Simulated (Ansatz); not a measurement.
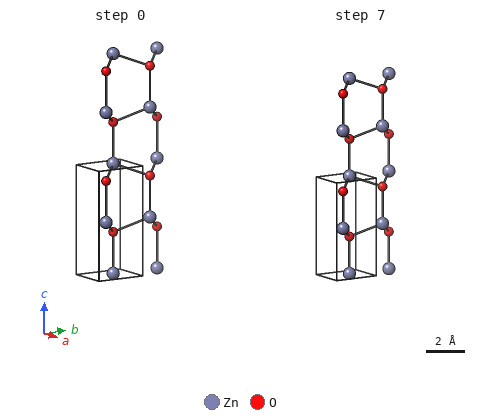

The structure of crystalline ZnO (a generated structure, set up in P6_3mc) (coarse preliminary run) before (left) and after (right) a relaxation, at one scale.

The picture is a ball-and-stick view of the cell of the calculation, repeated 1 × 2 × 2 with one cell outlined, seen slightly off an axis.

Case: Hg → Zn, S → O on all its sites, cell and atoms relaxed.

These are results of DFT PBE, scalar-relativistic, plane waves, PAW (Ansatz), not measurements. (plane-wave cutoff 420 eV; k-point mesh 6 × 6 × 4; occupations gaussian; smearing width 0.1 eV; no spin polarisation; cell and atoms relaxed; force threshold 0.05 eV/Å; at most 60 steps)

Question: Describe what moved and what it gained.

Answer: The energy falls by 418 meV per atom in 5 accepted moves (7 points after the start). The largest force component goes from 0.05 to 0.0022 eV/Å. Pressure: −20.41 GPa at the start and −0.01 GPa at the end. The SCF was repeated twice at an unchanged geometry on a basis and grid sized afresh for the cell, which shifted the energy by 5.0 meV per atom at most. The largest moves relative to the cell, 0.007 Å, are those of Zn and O atoms. Largest moves by element: O 0.007 Å, Zn 0.007 Å. The drawn cell changes as follows: a = b 3.649 → 3.280 Å (−10.1 %), c 5.956 → 5.291 Å (−11.2 %); the volume changes by −28.2 %. Some distances before and after: O–Zn 2.243 → 2.007 Å. The space group stays P6_3mc (No. 186).
